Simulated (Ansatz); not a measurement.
# Geometry relaxation, with input and output: CoSi₃ (part 2 of 2)

CoSi₃ (Pm-3m, 4 atoms in the cell); DFT PBE, scalar-relativistic, plane waves, PAW, spin-polarised (Ansatz 0.2.0); cutoff 420 eV, 6×6×6 k-mesh, Gaussian smearing of 0.1 eV, collinear spins. The structure was made by swapping elements on the sites of another compound; it need not be a known phase. It belongs to a series of runs on one base structure; here: Cu3Au (L1_2) type (Pm-3m, No. 221).

Geometry of the input (Å; fractional positions):
```
3.7043  0.0000  0.0000
0.0000  3.7043  0.0000
0.0000  0.0000  3.7043
Co 0.0000  0.0000  0.0000
Si 0.0000  0.5000  0.5000
Si 0.5000  0.0000  0.5000
Si 0.5000  0.5000  0.0000
```

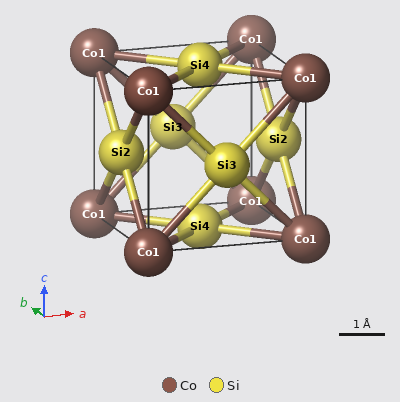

**Figure 1.** The geometry at step 1 of the log (ball-and-stick view of the cell of the calculation, seen slightly off an axis; atoms are numbered from 1 in the order of the input).

Log, continued
```
SCF 1 converged in 42 iterations: F = -7032.465081 eV  dr2 = 7.72e-9
  greatest PAW one-centre occupation: 1.001 electrons in one spin orbital (limit 2), on the Co atom at site 0 (counted from 0), in its partial waves of l = 1
relax step   1: F+E_penalty+E_count = -7032.46508116 eV  Δ(F+E_penalty+E_count) = +0.000e0 eV  max|allowed force component| = 2.659e-29 eV/Å  Δτ_max = 0.0000 Å  P = -2.204 GPa  Ω = 50.828 Å³  (42 SCF iters, dr2 threshold 1.00e-7 eV, accepted)
Crystal: 4 atoms, lattice volume = 50.287 Å³
Initial density: handed on by an earlier stage of this run
Starting moments: Σ|m| = 0.23 μB on 1 of 4 sites; this step starts from the density that it was given
Initial wavefunctions: those handed on with the density
iter 1 solved again at ethr=9.97e-7 eV; its pass at ethr=3.10e-3 eV (dr2=2.89e-4 eV) is discarded
SCF iter   1: F=—  HF=-7032.470718 eV  |F-HF|=—  |Δ(HF+E_count)|=         —  Δρ=9.73e-4 (↑9.73e-4 ↓3.50e-4)  dr2=3.94e-4  dr2_m=1.03e-4  M=0.608 μB ∫|m|=0.653 μB  β_m=0.30  ethr=9.97e-7  ⟨swp⟩=2.0  Hψ=4426  notcnv=0
preconditioner: auto → Kerker (q_TF=auto, 2.489 Å⁻¹)  [metal: Δε(μ)=0.009 eV  Ē_g=6.983 eV  σ=0.100 eV  W_gap=0.05  n_scr=18 (ndim 8)  ℏωp=24.0 eV  f_vac=0.000  D(μ)=3.29/eV (n_scr^D=32)]
spin=Collinear: Kerker preconditioning applied to the charge; magnetization (m = ρ↑ − ρ↓) channel mixes plain (no charge-response kernel on spin).
SCF iter   2: F=—  HF=-7032.470712 eV  |F-HF|=—  |Δ(HF+E_count)|=   6.00e-6  Δρ=1.12e-3 (↑2.49e-4 ↓1.12e-3)  dr2=6.18e-4  dr2_m=1.66e-4  M=0.605 μB ∫|m|=0.649 μB  β_m=0.33  ethr=9.97e-7  ⟨swp⟩=2.0  Hψ=971  notcnv=0
SCF iter   3: F=—  HF=-7032.470693 eV  |F-HF|=—  |Δ(HF+E_count)|=   1.95e-5  Δρ=8.24e-4 (↑8.24e-4 ↓2.25e-4)  dr2=2.55e-4  dr2_m=7.34e-5  M=0.605 μB ∫|m|=0.650 μB  β_m=0.06  ethr=9.97e-7  ⟨swp⟩=2.0  Hψ=952  notcnv=0
SCF iter   4: F=—  HF=-7032.470675 eV  |F-HF|=—  |Δ(HF+E_count)|=   1.77e-5  Δρ=5.67e-4 (↑5.67e-4 ↓3.17e-4)  dr2=5.94e-5  dr2_m=7.81e-5  M=0.603 μB ∫|m|=0.648 μB  β_m=0.07  ethr=8.80e-7  ⟨swp⟩=1.0  Hψ=760  notcnv=0
SCF iter   5: F=—  HF=-7032.470673 eV  |F-HF|=—  |Δ(HF+E_count)|=   1.91e-6  Δρ=5.04e-4 (↑5.04e-4 ↓2.72e-4)  dr2=3.20e-5  dr2_m=6.43e-5  M=0.601 μB ∫|m|=0.646 μB  β_m=0.25  ethr=2.05e-7  ⟨swp⟩=1.0  Hψ=760  notcnv=0
SCF iter   6: F=—  HF=-7032.470693 eV  |F-HF|=—  |Δ(HF+E_count)|=   1.93e-5  Δρ=2.13e-4 (↑2.13e-4 ↓1.54e-4)  dr2=1.36e-5  dr2_m=1.31e-5  M=0.592 μB ∫|m|=0.634 μB  β_m=0.64  ethr=1.10e-7  ⟨swp⟩=2.0  Hψ=1270  notcnv=0
SCF iter   7: F=—  HF=-7032.470701 eV  |F-HF|=—  |Δ(HF+E_count)|=   8.57e-6  Δρ=1.31e-4 (↑1.31e-4 ↓7.12e-5)  dr2=1.79e-5  dr2_m=7.06e-7  M=0.584 μB ∫|m|=0.624 μB  β_m=0.77  ethr=4.70e-8  ⟨swp⟩=2.0  Hψ=1224  notcnv=0
SCF iter   8: F=—  HF=-7032.470703 eV  |F-HF|=—  |Δ(HF+E_count)|=   1.89e-6  Δρ=1.55e-4 (↑8.40e-5 ↓1.55e-4)  dr2=2.24e-5  dr2_m=6.08e-7  M=0.579 μB ∫|m|=0.618 μB  β_m=0.88  ethr=4.70e-8  ⟨swp⟩=1.7  Hψ=962  notcnv=0
SCF iter   9: F=—  HF=-7032.470704 eV  |F-HF|=—  |Δ(HF+E_count)|=   7.53e-7  Δρ=1.65e-4 (↑1.00e-4 ↓1.65e-4)  dr2=2.72e-5  dr2_m=5.07e-7  M=0.578 μB ∫|m|=0.617 μB  β_m=0.76  ethr=4.70e-8  ⟨swp⟩=1.0  Hψ=760  notcnv=0
SCF iter  10: F=—  HF=-7032.470702 eV  |F-HF|=—  |Δ(HF+E_count)|=   1.73e-6  Δρ=3.21e-5 (↑1.67e-5 ↓3.21e-5)  dr2=9.12e-7  dr2_m=2.87e-8  M=0.578 μB ∫|m|=0.617 μB  β_m=0.88  ethr=4.70e-8  ⟨swp⟩=1.4  Hψ=791  notcnv=0
SCF iter  11: F=-7032.470702 eV  HF=-7032.470702 eV  |F-HF|=1.05e-8  |Δ(HF+E_count)|=   5.10e-8  Δρ=3.54e-6 (↑1.34e-6 ↓3.54e-6)  dr2=1.08e-8  dr2_m=6.12e-10  M=0.578 μB ∫|m|=0.617 μB  ethr=1.38e-9  ⟨swp⟩=2.6  Hψ=2360  notcnv=0
SCF 2 converged in 11 iterations: F = -7032.470702 eV  dr2 = 1.08e-8
relax step   2: F+E_penalty+E_count = -7032.47070210 eV  Δ(F+E_penalty+E_count) = -5.621e-3 eV  max|allowed force component| = 3.575e-31 eV/Å  Δτ_max = 0.0000 Å  P = -1.000 GPa  Ω = 50.287 Å³  energy of the carried Pulay correction = +1.972e-4 eV  (11 SCF iters, dr2 threshold 4.00e-7 eV, accepted)
Crystal: 4 atoms, lattice volume = 49.845 Å³
Basis set: ecut = 420 eV, 949 PW (Γ), exchange–correlation on 50×50×50 points (8 copies of the dense FFT grid, shifted against one another)
iter 1 solved again at ethr=6.64e-7 eV; its pass at ethr=3.10e-3 eV (dr2=1.93e-4 eV) is discarded
SCF iter   1: F=—  HF=-7032.472232 eV  |F-HF|=—  |Δ(HF+E_count)|=         —  Δρ=8.67e-4 (↑8.67e-4 ↓2.96e-4)  dr2=2.77e-4  dr2_m=9.13e-5  M=0.568 μB ∫|m|=0.608 μB  β_m=0.30  ethr=6.64e-7  ⟨swp⟩=2.0  Hψ=4408  notcnv=0
preconditioner: auto → Kerker (q_TF=auto, 2.493 Å⁻¹)  [metal: Δε(μ)=0.022 eV  Ē_g=7.032 eV  σ=0.100 eV  W_gap=0.12  n_scr=18 (ndim 8)  ℏωp=24.1 eV  f_vac=0.000  D(μ)=3.41/eV (n_scr^D=32)]
spin=Collinear: Kerker preconditioning applied to the charge; magnetization (m = ρ↑ − ρ↓) channel mixes plain (no charge-response kernel on spin).
SCF iter   2: F=—  HF=-7032.472229 eV  |F-HF|=—  |Δ(HF+E_count)|=   3.03e-6  Δρ=9.71e-4 (↑2.36e-4 ↓9.71e-4)  dr2=4.22e-4  dr2_m=1.32e-4  M=0.565 μB ∫|m|=0.604 μB  β_m=0.34  ethr=6.64e-7  ⟨swp⟩=2.1  Hψ=1021  notcnv=0
SCF iter   3: F=—  HF=-7032.472222 eV  |F-HF|=—  |Δ(HF+E_count)|=   6.45e-6  Δρ=7.94e-4 (↑7.94e-4 ↓1.98e-4)  dr2=2.49e-4  dr2_m=6.20e-5  M=0.565 μB ∫|m|=0.604 μB  β_m=0.06  ethr=6.64e-7  ⟨swp⟩=2.0  Hψ=979  notcnv=0
SCF iter   4: F=—  HF=-7032.472204 eV  |F-HF|=—  |Δ(HF+E_count)|=   1.79e-5  Δρ=4.68e-4 (↑4.68e-4 ↓3.42e-4)  dr2=2.93e-5  dr2_m=6.88e-5  M=0.563 μB ∫|m|=0.602 μB  β_m=0.07  ethr=6.64e-7  ⟨swp⟩=1.2  Hψ=776  notcnv=0
SCF iter   5: F=—  HF=-7032.472205 eV  |F-HF|=—  |Δ(HF+E_count)|=   1.18e-6  Δρ=4.40e-4 (↑4.40e-4 ↓2.72e-4)  dr2=1.47e-5  dr2_m=5.58e-5  M=0.561 μB ∫|m|=0.600 μB  β_m=0.32  ethr=1.01e-7  ⟨swp⟩=1.4  Hψ=913  notcnv=0
SCF iter   6: F=—  HF=-7032.472227 eV  |F-HF|=—  |Δ(HF+E_count)|=   2.12e-5  Δρ=3.22e-4 (↑3.22e-4 ↓1.24e-4)  dr2=6.79e-5  dr2_m=1.05e-5  M=0.552 μB ∫|m|=0.590 μB  β_m=0.66  ethr=5.08e-8  ⟨swp⟩=2.0  Hψ=1272  notcnv=0
SCF iter   7: F=—  HF=-7032.472240 eV  |F-HF|=—  |Δ(HF+E_count)|=   1.33e-5  Δρ=3.91e-4 (↑3.91e-4 ↓2.40e-4)  dr2=1.62e-4  dr2_m=3.19e-6  M=0.548 μB ∫|m|=0.585 μB  β_m=0.48  ethr=5.08e-8  ⟨swp⟩=2.3  Hψ=1304  notcnv=0
SCF iter   8: F=—  HF=-7032.472238 eV  |F-HF|=—  |Δ(HF+E_count)|=   2.04e-6  Δρ=2.08e-4 (↑3.30e-5 ↓2.08e-4)  dr2=2.20e-5  dr2_m=4.70e-6  M=0.541 μB ∫|m|=0.576 μB  β_m=0.92  ethr=5.08e-8  ⟨swp⟩=2.4  Hψ=1302  notcnv=0
SCF iter   9: F=—  HF=-7032.472244 eV  |F-HF|=—  |Δ(HF+E_count)|=   6.35e-6  Δρ=2.49e-4 (↑1.16e-4 ↓2.49e-4)  dr2=5.30e-5  dr2_m=2.06e-6  M=0.535 μB ∫|m|=0.569 μB  β_m=0.92  ethr=5.08e-8  ⟨swp⟩=2.1  Hψ=1039  notcnv=0
SCF iter  10: F=—  HF=-7032.472242 eV  |F-HF|=—  |Δ(HF+E_count)|=   2.62e-6  Δρ=3.61e-5 (↑7.93e-6 ↓3.61e-5)  dr2=7.35e-7  dr2_m=9.81e-8  M=0.532 μB ∫|m|=0.566 μB  β_m=0.80  ethr=5.08e-8  ⟨swp⟩=1.5  Hψ=866  notcnv=0
SCF iter  11: F=-7032.472242 eV  HF=-7032.472242 eV  |F-HF|=1.73e-9  |Δ(HF+E_count)|=   2.64e-9  Δρ=3.72e-6 (↑2.13e-6 ↓3.72e-6)  dr2=2.90e-9  dr2_m=3.48e-9  M=0.531 μB ∫|m|=0.565 μB  ethr=1.38e-9  ⟨swp⟩=4.4  Hψ=2621  notcnv=0
SCF 3 converged in 11 iterations: F = -7032.472242 eV  dr2 = 2.90e-9
relax step   3: F+E_penalty+E_count = -7032.47224159 eV  Δ(F+E_penalty+E_count) = -1.539e-3 eV  max|allowed force component| = 3.616e-31 eV/Å  Δτ_max = 0.0000 Å  P = +0.007 GPa  Ω = 49.845 Å³  energy of the carried Pulay correction = +3.595e-4 eV  (11 SCF iters, dr2 threshold 4.00e-7 eV, accepted)
Initial wavefunctions: pseudopotential atomic-orbital guess (no wavefunctions were taken with the density)
iter 1 solved again at ethr=1.51e-6 eV; its pass at ethr=3.10e-3 eV (dr2=4.37e-4 eV) is discarded
SCF iter   1: F=—  HF=-7032.471911 eV  |F-HF|=—  |Δ(HF+E_count)|=         —  Δρ=3.44e-5 (↑2.95e-5 ↓3.44e-5)  dr2=2.85e-7  dr2_m=4.78e-9  M=0.531 μB ∫|m|=0.565 μB  β_m=0.30  ethr=1.51e-6  ⟨swp⟩=2.9  Hψ=5545  notcnv=0
eigensolver tolerance schedule: the retry pair's looser diagonalisation over-reported the residual by 1532.22 of it (diagonalisation noise at 2.93 of the residual, at the tolerance the schedule requests for it); recorded, not acted on — ethr = c·dr2/N_el stays at c = 1.0e-1
preconditioner: auto → Kerker (q_TF=auto, 2.493 Å⁻¹)  [metal: Δε(μ)=0.008 eV  Ē_g=7.030 eV  σ=0.100 eV  W_gap=0.04  n_scr=18 (ndim 8)  ℏωp=24.1 eV  f_vac=0.000  D(μ)=3.48/eV (n_scr^D=32)]
spin=Collinear: Kerker preconditioning applied to the charge; magnetization (m = ρ↑ − ρ↓) channel mixes plain (no charge-response kernel on spin).
SCF iter   2: F=—  HF=-7032.471916 eV  |F-HF|=—  |Δ(HF+E_count)|=   5.44e-6  Δρ=2.61e-5 (↑2.08e-5 ↓2.61e-5)  dr2=1.70e-7  dr2_m=5.89e-9  M=0.531 μB ∫|m|=0.565 μB  β_m=0.65  ethr=9.84e-10  ⟨swp⟩=2.4  Hψ=1171  notcnv=0
SCF iter   3: F=—  HF=-7032.471916 eV  |F-HF|=—  |Δ(HF+E_count)|=   4.04e-8  Δρ=1.98e-5 (↑1.98e-5 ↓1.80e-5)  dr2=4.85e-7  dr2_m=5.04e-10  M=0.531 μB ∫|m|=0.564 μB  β_m=0.65  ethr=5.86e-10  ⟨swp⟩=2.0  Hψ=1333  notcnv=0
SCF iter   4: F=—  HF=-7032.471916 eV  |F-HF|=—  |Δ(HF+E_count)|=   2.86e-8  Δρ=7.38e-6 (↑1.05e-6 ↓7.38e-6)  dr2=1.88e-8  dr2_m=7.63e-9  M=0.531 μB ∫|m|=0.564 μB  β_m=0.82  ethr=5.86e-10  ⟨swp⟩=2.0  Hψ=936  notcnv=0
SCF iter   5: F=—  HF=-7032.471916 eV  |F-HF|=—  |Δ(HF+E_count)|=  5.17e-10  Δρ=3.23e-6 (↑3.23e-6 ↓2.75e-6)  dr2=2.10e-10  dr2_m=3.98e-9  M=0.531 μB ∫|m|=0.564 μB  β_m=0.91  ethr=8.83e-12  ⟨swp⟩=3.0  Hψ=2497  notcnv=0
SCF iter   6: F=—  HF=-7032.471916 eV  |F-HF|=—  |Δ(HF+E_count)|=   8.15e-9  Δρ=9.26e-6 (↑4.42e-6 ↓9.26e-6)  dr2=7.51e-8  dr2_m=2.76e-9  M=0.530 μB ∫|m|=0.564 μB  β_m=0.91  ethr=1.00e-12  ⟨swp⟩=4.1  Hψ=2398  notcnv=0
SCF iter   7: F=—  HF=-7032.471916 eV  |F-HF|=—  |Δ(HF+E_count)|=   1.89e-9  Δρ=4.75e-6 (↑3.49e-6 ↓4.75e-6)  dr2=2.60e-8  dr2_m=1.91e-10  M=0.530 μB ∫|m|=0.564 μB  β_m=0.78  ethr=1.00e-12  ⟨swp⟩=2.5  Hψ=1455  notcnv=0
SCF iter   8: F=-7032.471916 eV  HF=-7032.471916 eV  |F-HF|=4.22e-10  |Δ(HF+E_count)|=   1.76e-9  Δρ=6.68e-7 (↑5.22e-7 ↓6.68e-7)  dr2=5.77e-10  dr2_m=3.28e-12  M=0.530 μB ∫|m|=0.564 μB  ethr=1.00e-12  ⟨swp⟩=2.0  Hψ=2482  notcnv=0
SCF 4 converged in 8 iterations: F = -7032.471916 eV  dr2 = 5.77e-10
relax step   4: F+E_penalty+E_count = -7032.47191632 eV  Δ(F+E_penalty+E_count) = +3.253e-4 eV  max|allowed force component| = 3.780e-31 eV/Å  Δτ_max = 0.0000 Å  P = -0.003 GPa  Ω = 49.845 Å³  stress off target by 2.90e-3 GPa  SCF on the basis re-selected at this cell (its energy is not comparable with the rows above)  (8 SCF iters)
basis re-selected at this cell: Δ(F+E_penalty+E_count) = +3.253e-4 eV, ΔP = -0.010 GPa vs the last step (what re-selecting the basis moved, of the pressure what is left beyond the Pulay correction that the steps carried, after the strain that the cell walked since its last selection, with what the two solves' SCF thresholds leave and, on support functions, any second-order correction that the steps lacked; it is no measure of the basis error at this ecutwfc). This SCF's stress stands 2.90e-3 GPa from its target on what of the cell is left free (relax.cell.stress_tol is 4.00e-1 GPa) and its largest allowed force component is 3.78e-31 eV/Å (relax.f_tol is 4.00e-2 eV/Å): within both
SCF converged after 8 iterations
Magnetization: 0.5303 μB (14.7651 up, 14.2349 down)
Absolute magnetization: 0.5640 μB (∫|ρ↑−ρ↓|, with the PAW one-centre terms)
Spin contamination: 0.0126 ħ² per cell (⟨S²⟩ above its minimum at these occupations)
Per-site moments (μB) at R_I (Å): [(0.4817299945674293, 1.0734539477600662), (0.013927053431325057, 1.0734539477600662), (0.013927053431325054, 1.0734539477600662), (0.013927053431325226, 1.0734539477600662)]
Free energy (F): -7032.471916 eV
Harris-Foulkes:  -7032.471916 eV  (|F-HF|=4.22e-10)
Internal energy: -7032.454522 eV  (E = F + TS)
E sigma→0 (E₀):  -7032.463219 eV
Entropy (-TS):   -0.017394 eV (-4.348 meV/atom)
Fermi energy:    13.683083 eV
--- Per-component energies (eV) ---
  E_band       = -234.950619
  E_kinetic    = 585.009698
  E_local      = -4142.008574  (includes V_loc(G=0)·N_el)
  E_nonlocal   = 533.544648
  E_hartree    = 1820.655859
  E_xc         = -328.918154
  E_vxc        = -351.356210  (∫ρ·V_xc dr)
  E_paw        = -3055.765451  (= ΣΔE_a)
  E_vpaw       = -501.453953  (= ΣTr[D̂ρ^β])
  E_aug_tail   = 0.000060  (compensation charges beyond the density's cutoff)
  E_ewald      = -2444.972607
  E_smearing   = -0.017394  (= −TS)
  E_closure    = -0.000000  (closes the sum)
  Σ components = -7032.471916   (vs F -7032.471916, Δ=0.00e0)
--- Forces (eV/Å), atoms counted from 1 ---
  atom   1  Co     0.00000000    -0.00000000     0.00000000
  atom   2  Si    -0.00000000     0.00000000    -0.00000000
  atom   3  Si     0.00000000    -0.00000000     0.00000000
  atom   4  Si    -0.00000000     0.00000000     0.00000000
  max |Σ_I F_I| component: 3.45e-31 eV/Å
--- Stress (GPa, compression-positive) ---
       -0.002897       0.000000      -0.000000
        0.000000      -0.002897       0.000000
       -0.000000       0.000000      -0.002897
  P = ⅓ Tr σ = -0.0029 GPa (-0.029 kbar)
--- Band table (eV; the first three rows and the last of 40) ---
  k-point 0 ↑: bands = ["-81.3024", "-44.6183", "-44.6183", "-44.6183", "-0.9244", "8.5611", "8.5611", "8.9485", "8.9485", "8.9485", "11.6759", "11.6759", "11.6759", "12.7633", "14.1062", "14.1062", "17.8018", "17.8018", "17.8018"]
  k-point 1 ↑: bands = ["-81.3025", "-44.6188", "-44.6183", "-44.6183", "-0.6328", "6.2895", "8.7959", "9.0575", "9.0575", "10.3242", "11.7079", "11.7260", "11.7260", "13.4551", "13.7377", "15.0990", "16.7456", "16.7456", "17.1674"]
  k-point 2 ↑: bands = ["-81.3025", "-44.6197", "-44.6183", "-44.6183", "0.2144", "3.9173", "9.2817", "9.2817", "9.4334", "11.3877", "11.7733", "11.9989", "11.9989", "12.7106", "13.4931", "14.8312", "14.8312", "16.5018", "17.1753"]
  k-point 19 ↓: bands = ["-80.7425", "-44.0731", "-44.0731", "-44.0731", "5.6783", "5.6783", "5.6783", "5.8821", "7.6688", "7.6688", "7.6688", "11.8829", "12.7006", "12.7006", "13.6815", "13.6815", "13.6815", "23.8628", "23.8628"]
--- Relaxed structure (3 steps of the walk, 3 accepted, 1 SCFs on fresh bases) ---
  F+E_penalty+E_count = -7032.47191632 eV   max|allowed force component| = 3.780e-31 eV/Å   (the final SCF, on the basis selected at the relaxed cell)
  cell:  # Å, volume = 49.8452 Å³
    - [3.680225773346001, -1.0030885127016853e-36, -4.814824860968089e-35]
    - [-1.0030885127016853e-36, 3.680225773346001, -1.6049416203226965e-35]
    - [-4.814824860968089e-35, -3.209883240645393e-35, 3.680225773346001]
  atoms:
    - { symbol: Co, position: [-2.4263034772798186e-34, -1.2998054342536447e-35, -1.7330739123444976e-35] }
    - { symbol: Si, position: [2.4263034772806966e-34, 0.5, 0.5] }
    - { symbol: Si, position: [0.5, 2.1663423904284546e-35, 0.5] }
    - { symbol: Si, position: [0.5, 0.5, -1.733073912342725e-35] }
--- Löwdin populations: 4 sites ---
  site symbol       q [e]    m [muB]
     0     Co     16.6419     0.4625
     1     Si      3.9452     0.0217
     2     Si      3.9452     0.0217
     3     Si      3.9452     0.0217
  spilling = 0.018020 (of n_electrons = 29.000000)
```

Trajectory as extended XYZ (Å, eV, eV/Å), 4 frames, from step=1 to step=4
```
4
Lattice="3.7043 0.0000 0.0000 0.0000 3.7043 0.0000 0.0000 0.0000 3.7043" Properties=species:S:1:pos:R:3:forces:R:3 step=1 energy=-7032.46508 pressure_GPa=-2.20
Co    0.0000    0.0000    0.0000    0.0000   0.0000   0.0000
Si    0.0000    1.8521    1.8521    0.0000   0.0000   0.0000
Si    1.8521    0.0000    1.8521    0.0000   0.0000   0.0000
Si    1.8521    1.8521    0.0000    0.0000   0.0000   0.0000
4
Lattice="3.6911 0.0000 0.0000 0.0000 3.6911 0.0000 0.0000 0.0000 3.6911" Properties=species:S:1:pos:R:3:forces:R:3 step=2 energy=-7032.47070 pressure_GPa=-1.00
Co    0.0000    0.0000    0.0000    0.0000   0.0000   0.0000
Si    0.0000    1.8455    1.8455    0.0000   0.0000   0.0000
Si    1.8455    0.0000    1.8455    0.0000   0.0000   0.0000
Si    1.8455    1.8455    0.0000    0.0000   0.0000   0.0000
4
Lattice="3.6802 0.0000 0.0000 0.0000 3.6802 0.0000 0.0000 0.0000 3.6802" Properties=species:S:1:pos:R:3:forces:R:3 step=3 energy=-7032.47224 pressure_GPa=0.01
Co    0.0000    0.0000    0.0000    0.0000   0.0000   0.0000
Si    0.0000    1.8401    1.8401    0.0000   0.0000   0.0000
Si    1.8401    0.0000    1.8401    0.0000   0.0000   0.0000
Si    1.8401    1.8401    0.0000    0.0000   0.0000   0.0000
4
Lattice="3.6802 0.0000 0.0000 0.0000 3.6802 0.0000 0.0000 0.0000 3.6802" Properties=species:S:1:pos:R:3:forces:R:3 step=4 energy=-7032.47192 pressure_GPa=-0.00
Co    0.0000    0.0000    0.0000    0.0000   0.0000   0.0000
Si    0.0000    1.8401    1.8401    0.0000   0.0000   0.0000
Si    1.8401    0.0000    1.8401    0.0000   0.0000   0.0000
Si    1.8401    1.8401    0.0000    0.0000   0.0000   0.0000
```

Results in brief

```json
{"quantity": "outcome", "value": "converged"}
{"quantity": "space group (tolerance 0.01 Å)", "value": "Pm-3m (221)"}
{"quantity": "electrons treated", "value": "29"}
{"quantity": "free energy", "value": "−7032.4719 eV"}
{"quantity": "Fermi energy", "value": "13.683 eV"}
{"quantity": "gap on the k-point mesh", "value": "none (metallic)"}
{"quantity": "net moment of the cell", "value": "0.53 μB"}
{"quantity": "integrated absolute moment", "value": "0.56 μB"}
{"quantity": "pressure", "value": "0.00 GPa"}
{"quantity": "final volume", "value": "49.85 Å³"}
{"quantity": "largest force (length of the vector) at the end", "value": "under 0.001 eV/Å"}
{"quantity": "final cell", "value": "a = 3.680 Å, b = 3.680 Å, c = 3.680 Å, α = 90.00°, β = 90.00°, γ = 90.00°"}
{"quantity": "hardware", "value": "1 thread of Intel Xeon @ 2.50GHz (Skylake/Cascade Lake), 189 GiB of memory available, shared host"}
{"quantity": "wall time", "value": "80 s (CPU time 44 s; the host was busy)"}
{"quantity": "peak memory", "value": "0.35 GiB"}
```
